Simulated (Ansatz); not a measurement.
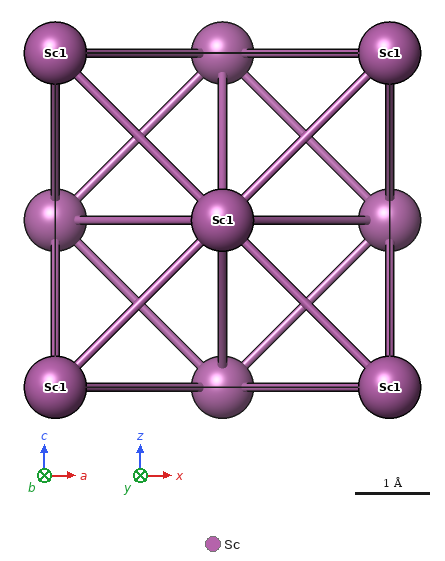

Crystalline Sc (Fm-3m): the cell is strained equally along x and y and separately along z, with the atoms kept at their fractional coordinates. x, y and z are the Cartesian axes of the input. The picture shows the reference cell. Style: ball-and-stick. Shown: the conventional cell (4 times the calculation's cell), along the b axis. Lengths and directions refer to the drawn axes.

These are results of Ansatz 0.2.0, DFT r2SCAN, scalar-relativistic, plane waves, PAW, not measurements. (plane-wave cutoff 500 eV; k-point mesh 18 × 18 × 18; occupations gaussian; smearing width 0.15 eV; no spin polarisation). Energies (free energies at the smearing named) are counted from the cell as listed in its source, which wasn't relaxed.

```
Sc
1.0
     0.00000    2.27050    2.27050
     2.27050    0.00000    2.27050
     2.27050    2.27050    0.00000
Sc
1
Direct
  0.00000 0.00000 0.00000
```

### Predict the energy profile on a grid with rows −0.080, −0.040, 0.000, 0.040, 0.080 and columns −0.080, −0.040, 0.000, 0.040, 0.080 (strain along x and y; strain along z).

Rows: strain along x and y; columns: strain along z; values in meV/atom.

```csv
,−0.080,−0.040,0.000,0.040,0.080
−0.080,437,320,226,155,105
−0.040,221,139,79,37,13
0.000,83,32,0,−16,−15
0.040,11,−12,−19,−12,10
0.080,−8,−5,12,40,81
```

In pairs of (strain along x and y; strain along z): the lowest computed point lies at (0.040, 0.000) (−19 meV/atom), the highest at (−0.080, −0.080) (437 meV/atom). The valley is tilted: raising the in-plane strain is made harder by raising the strain along z (cross term 0.81 of the geometric mean of the two curvatures). Over the ranges scanned the energy rises more along the first axis, the in-plane strain. The pressure runs from −6.7 GPa at (0.080, 0.080) to 26.2 GPa at (−0.080, −0.080).

As a map, interpolated between the computed points (dots):

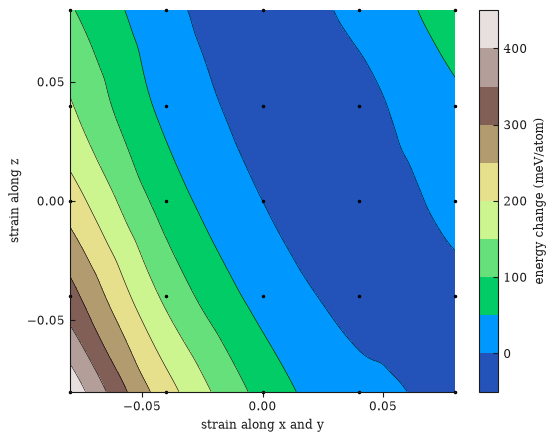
